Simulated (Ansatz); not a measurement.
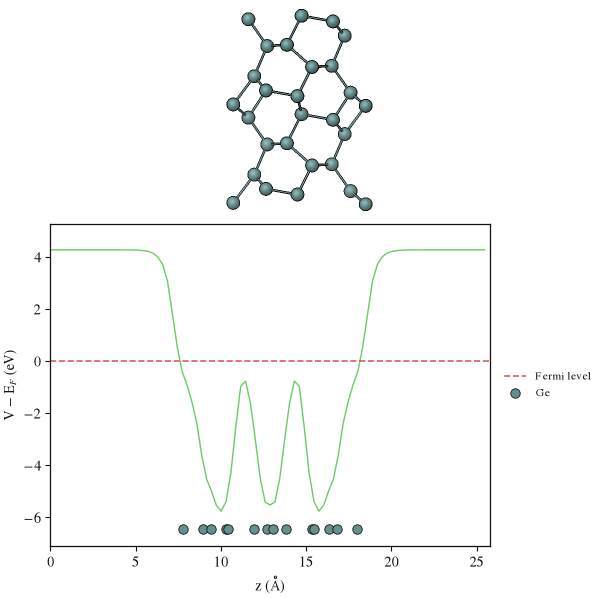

Plane-averaged electrostatic potential energy of an electron across the slab; circles at the bottom mark the heights of the atoms (positions after relaxation). The structure is drawn too.

Structure: a (101) slab cut from Ge (P6_3/mmc), 14 atoms in the cell.

Method: DFT PBE, scalar-relativistic, plane waves, PAW, no spin polarisation, 9×5×1 k mesh, 420 eV cutoff (Ansatz).

**Read off the work function of each face.**

The work function is 4.28 eV, the same on both faces. The two vacuum levels agree, so the slab has no net dipole along its normal.

**How thick are slab and vacuum?**

The outermost atoms are 10.2 Å apart, which leaves 15.6 Å of vacuum in a cell 25.8 Å high.
